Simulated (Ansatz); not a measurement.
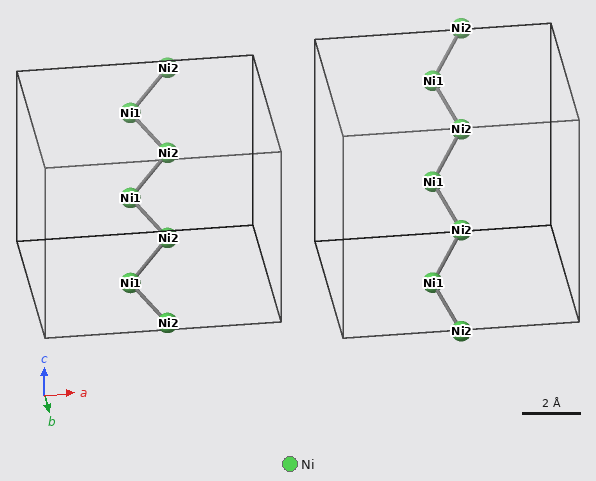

Two geometries of a wire of composition Ni, drawn at one scale. One is the start of a relaxation, the other its converged end. The picture is a ball-and-stick view of the 2 repeat of the cell, with the vacuum cut short, seen from a free direction.

Level of theory: DFT PBE, scalar-relativistic, plane waves, PAW (Ansatz). (plane-wave cutoff 420 eV; k-point mesh 1 × 1 × 16; occupations gaussian; smearing width 0.05 eV; collinear spin; cell relaxed at fixed a, b, alpha, beta, gamma; force threshold 0.01 eV/Å; at most 45 steps)

Q: Which one is relaxed?

A: The left one is the relaxed one. Case: zigzag chain of atoms. The energy falls by 0.235 eV per cell of the calculation in 10 accepted moves (14 points after the start). Largest force component: 0.017 eV/Å at the start, 0.0017 eV/Å at the end. The line search rejected the trial steps at points 2, 10, 11 of the run. The SCF was repeated once at an unchanged geometry on a basis and grid sized afresh for the cell, which shifted the energy by 3.0 meV per cell of the calculation at most. The largest moves relative to the layer's centre, 0.15 Å, are those of Ni1 and Ni2. Along the periodic axis the drawn cell goes c 8.061 → 6.790 Å (−15.8 %). Near-neighbour distances that change, for instance: Ni1–Ni2 2.253 → 2.141 Å. Among the angles between lasting bonds that change: Ni2–Ni1–Ni2 126.9° → 104.9°. The run took 37 s on 2 threads of AMD EPYC 9R45 96-Core Processor (Zen 5), with other jobs on the host, peak memory 0.7 GiB.

Limits of the set-up: the k-point mesh is coarse for a cell with partly filled bands.
